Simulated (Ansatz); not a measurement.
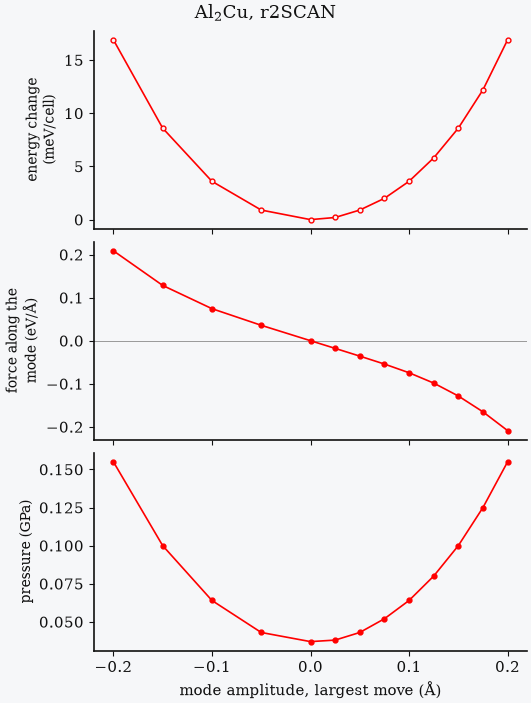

The picture above shows the energy change, force along the mode and pressure against mode amplitude for Al₂Cu, space group P4/mmm (No. 123).

The given structure:
```
CELL_PARAMETERS angstrom
4.08803 0.00000 0.00000
0.00000 4.08803 2.85133
0.00000 -4.08803 2.85133
ATOMIC_POSITIONS crystal
Al 0.50000 0.75000 0.75000
Al 0.50000 0.25000 0.25000
Al 0.00000 0.50000 0.00000
Al 0.00000 0.00000 0.50000
Cu 0.00000 0.50000 0.50000
Cu 0.00000 0.00000 0.00000
```

Displacement pattern for amplitude 1 (x, y, z for each atom, in the order of the cell):
```
atom     x      y     z
 Al1  0.00   1.00  0.00
 Al2  0.00  -1.00  0.00
 Al3  0.00   0.00  0.00
 Al4  0.00   0.00  0.00
 Cu5  0.00   0.00  0.00
 Cu6  0.00   0.00  0.00
```

Method: a normal mode of the cell frozen into a crystal at growing amplitude, by plane-wave density functional theory with PAW datasets, free energies less that of the undisturbed cell, pressure positive in compression; scalar-relativistic (Ansatz 0.2.0). Level: r2SCAN, no spin polarisation.

- wave cutoff: 500 eV
- k mesh: 12×10×10
- occupations: Gaussian
- smearing width: 0.15 eV
- k shift: (0, 0, 0) (mesh steps)
- start: relaxed

The points at mode amplitude −0.15, −0.05, 0.1 and 0.2 follow from computed ones by symmetry.

Question: At which mode amplitude is the energy change least?

Answer: The lowest computed point is at mode amplitude 0.000 Å (0.0 meV/cell).

Question: Read off the course of the force along the mode.

Answer: It falls from 0.2088 eV/Å at mode amplitude −0.200 Å to −0.2088 eV/Å at 0.200 Å, and changes sign near 0.000 Å.

Question: What does the pressure do across the range?

Answer: It goes from 0.155 GPa at mode amplitude −0.200 Å to 0.155 GPa at 0.200 Å, not monotonically, with a low of 0.037 GPa at 0.000 Å.
